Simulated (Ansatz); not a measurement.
Geometry relaxation, with input and output: Fe13Co3 (part 1 of 3)

The run: geometry relaxation of Fe13Co3 (P4/mmm, 16 atoms in the cell). Method and program: DFT PBEsol, scalar-relativistic, plane waves, PAW, spin-polarised (Ansatz 0.2.0).

The structure derives from a Materials Project entry. It belongs to a series of runs on one base structure; here: volume × 1.10, shape and atoms relaxed. Figures and captions count atoms from 1; the log counts them from 0 in places.

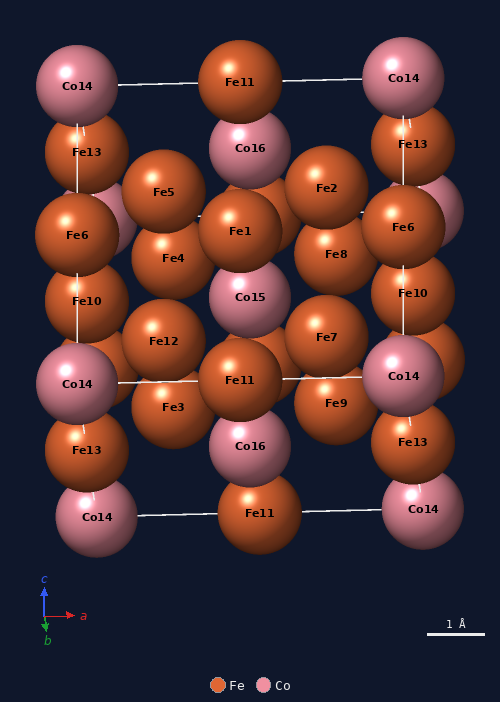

Fig. 1: The structure as given in the input (spheres-only view of the cell of the calculation, seen at an oblique angle; atoms are numbered from 1 in the order of the input). An atom can appear more than once, as a periodic image.

## The input
```yaml
crystal:
  lattice:
    - [5.783456982, 0.0, 0.0]
    - [0.0, 5.783456982, 0.0]
    - [0.0, 0.0, 5.7728690187]
  atoms:
    - { symbol: Fe, position: [0.5, 0.0, 0.5], spin: 2.48 }
    - { symbol: Fe, position: [0.749639041, 0.250360959, 0.7505828975], spin: 2.72 }
    - { symbol: Fe, position: [0.250360959, 0.749639041, 0.2494171025], spin: 2.72 }
    - { symbol: Fe, position: [0.250360959, 0.749639041, 0.7505828975], spin: 2.72 }
    - { symbol: Fe, position: [0.250360959, 0.250360959, 0.7505828975], spin: 2.72 }
    - { symbol: Fe, position: [0.0, 0.0, 0.5], spin: 2.5 }
    - { symbol: Fe, position: [0.749639041, 0.250360959, 0.2494171025], spin: 2.72 }
    - { symbol: Fe, position: [0.749639041, 0.749639041, 0.7505828975], spin: 2.72 }
    - { symbol: Fe, position: [0.749639041, 0.749639041, 0.2494171025], spin: 2.72 }
    - { symbol: Fe, position: [0.0, 0.5, 0.5], spin: 2.48 }
    - { symbol: Fe, position: [0.5, 0.0, 0.0], spin: 2.46 }
    - { symbol: Fe, position: [0.250360959, 0.250360959, 0.2494171025], spin: 2.72 }
    - { symbol: Fe, position: [0.0, 0.5, 0.0], spin: 2.46 }
    - { symbol: Co, position: [0.0, 0.0, 0.0], spin: 1.99 }
    - { symbol: Co, position: [0.5, 0.5, 0.5], spin: 1.98 }
    - { symbol: Co, position: [0.5, 0.5, 0.0], spin: 1.94 }
basis:
  ecutwfc: 420
kpoints:
  mp_grid: { grid: [6, 6, 6] }
hamiltonian:
  xc: pbesol
scf:
  occupations: { method: gaussian, width: 0.1 }
output:
  forces: true
  stress: true
  eigenvalues: true
  populations: true
  write_density: true
  write_potential: true
  elf: true
  volumetric_format: npy
magnetization:
  spin_polarized: true
relax:
  adjacent_minimum: "off"
  f_tol: 0.01
  max_steps: 30
  cell: { stress_tol: 0.1, fix: [volume] }
```

Launch command:
```bash
ansatz run input.yaml --threads 4 --pin off --max-ram 10240MiB --backend cpu --events-out ev --progress --plain --runs-dir out
```

## Output
```
Engine: ansatz 0.2.0, x86_64-unknown-linux-gnu
Pseudopotentials: kind: paw
Pseudopotential: Fe, paw, valence charge 16, recommended cutoff 420 eV (normal), Fe.paw.azcp
Pseudopotential: Co, paw, valence charge 17, recommended cutoff 420 eV (normal), Co.paw.azcp
Functional definition: PBEsol
  exchange = pbesol_x
  correlation = pbesol_c
Crystal: 16 atoms, lattice volume = 193.093 Å³
Basis set: ecut = 420 eV, 3791 PW (Γ), exchange–correlation on 80×80×80 points (8 copies of the dense FFT grid, shifted against one another)
Bands: 180, of which v1, the nominal top of the filled ones, is band 130 counted from 1 (129 counted from 0)
Symmetry: 16 space group operations
Space group: P4/mmm (ITA 123), of the structure as read, at distance tolerance 5.8e-5 Å
Magnetic group: BNS 123.339 (UNI 999), of the structure as read, at distance tolerance 5.8e-5 Å
k-points: 40 of 216
Non-local potential: Fe, projectors of the file, l = 0: 3, l = 1: 2, l = 2: 3, l = 3: 1
Non-local potential: Co, projectors of the file, l = 0: 3, l = 1: 2, l = 2: 3, l = 3: 1
PAW form: soft (Blöchl's): semilocal exchange-correlation on the pseudo side does not see the compensation charge
PAW frozen core: Fe, regenerated for the run's functional, and the local potential with it (the file was generated under x = pbe(κ = 0.804, μ = 0.2195149727645171), c = pbe(β = 0.06672455060314922))
PAW frozen core: Co, regenerated for the run's functional, and the local potential with it (the file was generated under x = pbe(κ = 0.804, μ = 0.2195149727645171), c = pbe(β = 0.06672455060314922))
PAW one-centre angular grid: Fe, 590 points (default); XC on 64 Gauss nodes
PAW one-centre angular grid: Co, 590 points (default); XC on 64 Gauss nodes
Initial density: superposition of atomic densities (chi_scale 0.1, normalization cell)
Starting moments: Σ|m| = 40.05 μB on 16 of 16 sites
Initial wavefunctions: pseudopotential atomic-orbital guess
Functional: x = pbesol(κ = 0.804, μ = 0.12345679012345678), c = pbesol(β = 0.046)
SCF iter   1: F=—  HF=-73113.519618 eV  |F-HF|=—  |Δ(HF+E_count)|=         —  Δρ=8.65e-2 (↑4.66e-2 ↓8.65e-2)  dr2=2.02e1  dr2_m=1.38e0  M=37.255 μB ∫|m|=37.897 μB  β_m=0.30  ethr=3.10e-3  ⟨swp⟩=4.5  Hψ=42606  notcnv=0  defer=474
Mixer restart at iter 1: flushing history
preconditioner: auto → Kerker (q_TF=auto, 2.865 Å⁻¹)  [metal: Δε(μ)=0.012 eV  Ē_g=7.503 eV  σ=0.100 eV  W_gap=0.07  n_scr=80 (ndim 8)  ℏωp=30.6 eV  f_vac=0.000  D(μ)=11.67/eV (n_scr^D=122)]
spin=Collinear: Kerker preconditioning applied to the charge; magnetization (m = ρ↑ − ρ↓) channel mixes plain (no charge-response kernel on spin).
SCF iter   2: F=—  HF=-73106.746909 eV  |F-HF|=—  |Δ(HF+E_count)|=    6.77e0  Δρ=4.59e-2 (↑1.17e-2 ↓4.59e-2)  dr2=2.47e0  dr2_m=1.23e0  M=37.768 μB ∫|m|=38.702 μB  β_m=0.39  ethr=3.10e-3  ⟨swp⟩=2.4  Hψ=23298  notcnv=0  defer=1992
SCF iter   3: F=—  HF=-73109.619869 eV  |F-HF|=—  |Δ(HF+E_count)|=    2.87e0  Δρ=1.91e-2 (↑1.91e-2 ↓1.78e-2)  dr2=1.00e-1  dr2_m=5.40e-1  M=37.867 μB ∫|m|=39.237 μB  β_m=0.63  ethr=9.53e-4  ⟨swp⟩=2.0  Hψ=17688  notcnv=0  defer=1992
SCF iter   4: F=—  HF=-73112.924612 eV  |F-HF|=—  |Δ(HF+E_count)|=         —  Δρ=1.80e-2 (↑1.80e-2 ↓1.52e-2)  dr2=7.42e-1  dr2_m=2.19e-1  M=38.105 μB ∫|m|=40.029 μB  β_m=0.63  ethr=3.86e-5  ⟨swp⟩=2.5  Hψ=27753  notcnv=0  defer=1993
Mixer restart at iter 4: flushing history
SCF iter   5: F=—  HF=-73113.287781 eV  |F-HF|=—  |Δ(HF+E_count)|=   3.63e-1  Δρ=8.74e-3 (↑8.74e-3 ↓6.09e-3)  dr2=1.54e-1  dr2_m=2.10e-2  M=37.949 μB ∫|m|=39.990 μB  β_m=0.60  ethr=3.86e-5  ⟨swp⟩=2.5  Hψ=28648  notcnv=0  defer=2000
SCF iter   6: F=—  HF=-73113.257333 eV  |F-HF|=—  |Δ(HF+E_count)|=   3.04e-2  Δρ=5.88e-3 (↑4.91e-3 ↓5.88e-3)  dr2=1.23e-1  dr2_m=1.40e-2  M=37.968 μB ∫|m|=40.044 μB  β_m=0.62  ethr=3.86e-5  ⟨swp⟩=2.0  Hψ=27591  notcnv=0  defer=2010
SCF iter   7: F=—  HF=-73113.266501 eV  |F-HF|=—  |Δ(HF+E_count)|=   9.17e-3  Δρ=1.83e-3 (↑1.83e-3 ↓1.07e-3)  dr2=1.01e-2  dr2_m=1.47e-3  M=37.950 μB ∫|m|=40.081 μB  β_m=0.63  ethr=3.86e-5  ⟨swp⟩=2.0  Hψ=20937  notcnv=0  defer=2010
SCF iter   8: F=—  HF=-73113.265641 eV  |F-HF|=—  |Δ(HF+E_count)|=   8.60e-4  Δρ=1.13e-3 (↑1.13e-3 ↓1.10e-3)  dr2=2.66e-3  dr2_m=6.25e-4  M=37.907 μB ∫|m|=40.059 μB  β_m=0.77  ethr=3.91e-6  ⟨swp⟩=2.2  Hψ=25343  notcnv=0  defer=2010
SCF iter   9: F=—  HF=-73113.266157 eV  |F-HF|=—  |Δ(HF+E_count)|=   5.16e-4  Δρ=8.68e-4 (↑4.07e-4 ↓8.68e-4)  dr2=1.85e-3  dr2_m=1.45e-4  M=37.919 μB ∫|m|=40.076 μB  β_m=0.87  ethr=1.03e-6  ⟨swp⟩=2.0  Hψ=20157  notcnv=0  defer=2010
SCF iter  10: F=—  HF=-73113.266255 eV  |F-HF|=—  |Δ(HF+E_count)|=   9.83e-5  Δρ=2.07e-4 (↑2.07e-4 ↓1.62e-4)  dr2=2.09e-4  dr2_m=2.04e-6  M=37.918 μB ∫|m|=40.075 μB  β_m=0.72  ethr=7.14e-7  ⟨swp⟩=2.0  Hψ=24354  notcnv=0  defer=2010
SCF iter  11: F=—  HF=-73113.266220 eV  |F-HF|=—  |Δ(HF+E_count)|=   3.53e-5  Δρ=1.10e-4 (↑7.33e-5 ↓1.10e-4)  dr2=3.22e-5  dr2_m=2.29e-6  M=37.916 μB ∫|m|=40.073 μB  β_m=0.66  ethr=8.08e-8  ⟨swp⟩=2.0  Hψ=24647  notcnv=0  defer=2010
SCF iter  12: F=—  HF=-73113.266210 eV  |F-HF|=—  |Δ(HF+E_count)|=   1.05e-5  Δρ=8.38e-5 (↑4.00e-5 ↓8.38e-5)  dr2=1.80e-5  dr2_m=1.29e-6  M=37.915 μB ∫|m|=40.072 μB  β_m=0.83  ethr=1.24e-8  ⟨swp⟩=2.1  Hψ=18095  notcnv=0  defer=2010
SCF iter  13: F=—  HF=-73113.266212 eV  |F-HF|=—  |Δ(HF+E_count)|=   2.37e-6  Δρ=3.79e-5 (↑2.25e-5 ↓3.79e-5)  dr2=4.32e-6  dr2_m=1.95e-7  M=37.916 μB ∫|m|=40.073 μB  β_m=0.63  ethr=6.96e-9  ⟨swp⟩=2.0  Hψ=18036  notcnv=0  defer=2010
SCF iter  14: F=—  HF=-73113.266212 eV  |F-HF|=—  |Δ(HF+E_count)|=   1.38e-7  Δρ=1.11e-5 (↑7.20e-6 ↓1.11e-5)  dr2=3.89e-7  dr2_m=3.74e-8  M=37.916 μB ∫|m|=40.073 μB  β_m=0.66  ethr=1.67e-9  ⟨swp⟩=2.0  Hψ=24316  notcnv=0  defer=2010
SCF iter  15: F=—  HF=-73113.266212 eV  |F-HF|=—  |Δ(HF+E_count)|=   2.51e-8  Δρ=3.02e-6 (↑1.79e-6 ↓3.02e-6)  dr2=2.47e-8  dr2_m=2.29e-9  M=37.916 μB ∫|m|=40.073 μB  β_m=0.83  ethr=1.50e-10  ⟨swp⟩=2.0  Hψ=21424  notcnv=0  defer=2010
SCF iter  16: F=-73113.266212 eV  HF=-73113.266212 eV  |F-HF|=5.85e-8  |Δ(HF+E_count)|=   1.04e-8  Δρ=4.03e-6 (↑1.55e-6 ↓4.03e-6)  dr2=6.22e-8  dr2_m=3.69e-9  M=37.916 μB ∫|m|=40.073 μB  ethr=9.53e-12  ⟨swp⟩=10.3  Hψ=93866  notcnv=0
SCF 1 converged in 16 iterations: F = -73113.266212 eV  dr2 = 6.22e-8
  greatest PAW one-centre occupation: 1.002 electrons in one spin orbital (limit 2), on the Fe atom at site 5 (counted from 0), in its partial waves of l = 1
relax step   1: F+E_penalty+E_count = -73113.26621179 eV  Δ(F+E_penalty+E_count) = +0.000e0 eV  max|allowed force component| = 2.651e-2 eV/Å  Δτ_max = 0.0000 Å  P = -16.018 GPa  Ω = 193.093 Å³  fix = [volume]  reactions: volume -16.018 GPa  (16 SCF iters, dr2 threshold 1.00e-7 eV, accepted)
Initial density: handed on by an earlier stage of this run
Starting moments: Σ|m| = 40.05 μB on 16 of 16 sites; this step starts from the density that it was given
Initial wavefunctions: those handed on with the density
iter 1 solved again at ethr=5.53e-8 eV; its pass at ethr=3.10e-3 eV (dr2=1.43e-4 eV) is discarded
SCF iter   1: F=—  HF=-73113.266656 eV  |F-HF|=—  |Δ(HF+E_count)|=         —  Δρ=2.77e-4 (↑2.10e-4 ↓2.77e-4)  dr2=1.38e-4  dr2_m=7.22e-5  M=37.921 μB ∫|m|=40.078 μB  β_m=0.65  ethr=5.53e-8  ⟨swp⟩=2.8  Hψ=52707  notcnv=0
preconditioner: auto → Kerker (q_TF=auto, 1.949 Å⁻¹)  [metal: Δε(μ)=0.004 eV  Ē_g=7.687 eV  σ=0.100 eV  W_gap=0.02  n_scr=26 (ndim 8)  ℏωp=30.6 eV  f_vac=0.000  D(μ)=8.81/eV (n_scr^D=80)]
spin=Collinear: Kerker preconditioning applied to the charge; magnetization (m = ρ↑ − ρ↓) channel mixes plain (no charge-response kernel on spin).
SCF iter   2: F=—  HF=-73113.266604 eV  |F-HF|=—  |Δ(HF+E_count)|=   5.20e-5  Δρ=1.25e-4 (↑8.30e-5 ↓1.25e-4)  dr2=7.11e-5  dr2_m=7.19e-6  M=37.920 μB ∫|m|=40.077 μB  β_m=0.52  ethr=5.34e-8  ⟨swp⟩=2.0  Hψ=24739  notcnv=0
SCF iter   3: F=—  HF=-73113.266616 eV  |F-HF|=—  |Δ(HF+E_count)|=   1.15e-5  Δρ=6.88e-5 (↑6.88e-5 ↓6.65e-5)  dr2=1.67e-5  dr2_m=6.84e-6  M=37.921 μB ∫|m|=40.078 μB  β_m=0.58  ethr=2.75e-8  ⟨swp⟩=2.0  Hψ=24761  notcnv=0
SCF iter   4: F=—  HF=-73113.266618 eV  |F-HF|=—  |Δ(HF+E_count)|=   2.40e-6  Δρ=4.28e-5 (↑1.50e-5 ↓4.28e-5)  dr2=5.73e-6  dr2_m=1.13e-6  M=37.921 μB ∫|m|=40.078 μB  β_m=0.79  ethr=6.46e-9  ⟨swp⟩=2.0  Hψ=18938  notcnv=0
SCF iter   5: F=—  HF=-73113.266618 eV  |F-HF|=—  |Δ(HF+E_count)|=   7.22e-7  Δρ=2.72e-5 (↑2.72e-5 ↓2.01e-5)  dr2=2.35e-6  dr2_m=5.27e-8  M=37.921 μB ∫|m|=40.078 μB  β_m=0.69  ethr=2.21e-9  ⟨swp⟩=2.0  Hψ=24779  notcnv=0
SCF iter   6: F=—  HF=-73113.266618 eV  |F-HF|=—  |Δ(HF+E_count)|=   1.41e-7  Δρ=1.17e-5 (↑1.17e-5 ↓7.94e-6)  dr2=5.05e-7  dr2_m=2.05e-8  M=37.921 μB ∫|m|=40.078 μB  β_m=0.70  ethr=9.06e-10  ⟨swp⟩=2.0  Hψ=24649  notcnv=0
SCF iter   7: F=—  HF=-73113.266618 eV  |F-HF|=—  |Δ(HF+E_count)|=   2.04e-7  Δρ=3.88e-6 (↑2.55e-6 ↓3.88e-6)  dr2=5.97e-8  dr2_m=2.35e-9  M=37.921 μB ∫|m|=40.078 μB  β_m=0.85  ethr=1.95e-10  ⟨swp⟩=2.0  Hψ=23657  notcnv=0
SCF iter   8: F=—  HF=-73113.266618 eV  |F-HF|=—  |Δ(HF+E_count)|=   4.95e-8  Δρ=9.27e-7 (↑9.27e-7 ↓7.62e-7)  dr2=1.87e-9  dr2_m=7.80e-10  M=37.921 μB ∫|m|=40.078 μB  β_m=0.92  ethr=2.31e-11  ⟨swp⟩=2.0  Hψ=24767  notcnv=0
SCF iter   9: F=—  HF=-73113.266618 eV  |F-HF|=—  |Δ(HF+E_count)|=   3.27e-9  Δρ=7.93e-7 (↑7.93e-7 ↓4.69e-7)  dr2=1.57e-9  dr2_m=1.37e-10  M=37.921 μB ∫|m|=40.078 μB  β_m=0.73  ethr=1.00e-12  ⟨swp⟩=2.0  Hψ=24789  notcnv=0
SCF iter  10: F=-73113.266618 eV  HF=-73113.266618 eV  |F-HF|=2.22e-8  |Δ(HF+E_count)|=   1.18e-9  Δρ=2.07e-6 (↑8.38e-7 ↓2.07e-6)  dr2=2.32e-8  dr2_m=7.14e-10  M=37.921 μB ∫|m|=40.078 μB  ethr=1.00e-12  ⟨swp⟩=4.1  Hψ=69514  notcnv=0
SCF 2 converged in 10 iterations: F = -73113.266618 eV  dr2 = 2.32e-8
relax step   2: F+E_penalty+E_count = -73113.26661794 eV  Δ(F+E_penalty+E_count) = -4.062e-4 eV  max|allowed force component| = 1.194e-2 eV/Å  Δτ_max = 0.0018 Å  P = -16.011 GPa  Ω = 193.093 Å³  energy of the carried Pulay correction = -2.208e-17 eV  fix = [volume]  reactions: volume -16.011 GPa  (10 SCF iters, dr2 threshold 4.39e-8 eV, accepted)
iter 1 solved again at ethr=3.49e-8 eV; its pass at ethr=3.10e-3 eV (dr2=9.04e-5 eV) is discarded
```
